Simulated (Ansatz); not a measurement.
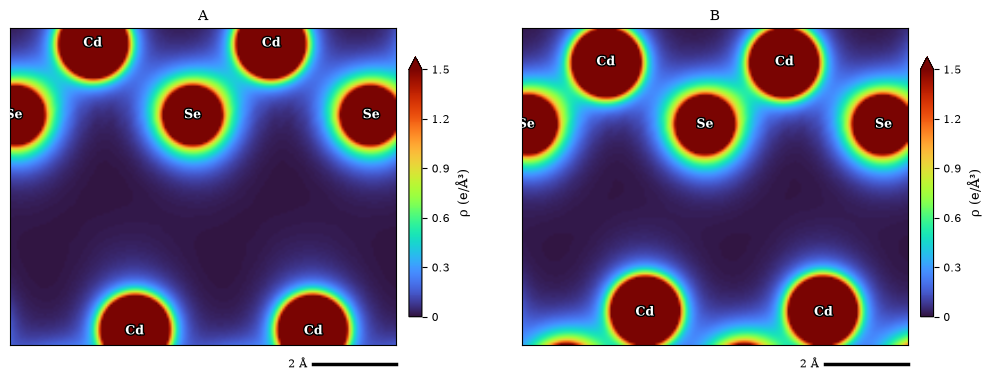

CdSe. The valence electron density of two cells that differ in size and shape, on the (101̄) plane of each (indices in the axes of the calculation cell), at one length scale and on one colour scale; one has 27.8 and the other 32.0 Å³ an atom.

The calculation used DFT PBEsol, scalar-relativistic, plane waves, PAW in Ansatz.

The larger cell:

```yaml
crystal:
  lattice:
    - [-0.33454, 3.49751, 3.04131]
    - [3.04131, -0.33454, 3.04131]
    - [2.70677, 3.16296, 0.00000]
  atoms:
    - { symbol: Cd, position: [0.00000, 0.00000, 0.00000] }
    - { symbol: Se, position: [0.75000, 0.75000, 0.75000] }
```

The smaller cell: a = 4.314 Å, b = 4.314 Å, c = 3.828 Å, α = 63.66°, β = 63.66°, γ = 67.19°.

> Which is the denser cell? Describe the effect of the change.

Panel B is the smaller cell, by 13 % in volume. From the larger cell to the smaller, Cd–Se goes from 2.58 to 2.44 Å, and the density at its midpoint from 0.43 to 0.54 e/Å³; the pressure goes from −3.2 to 4.0 GPa.
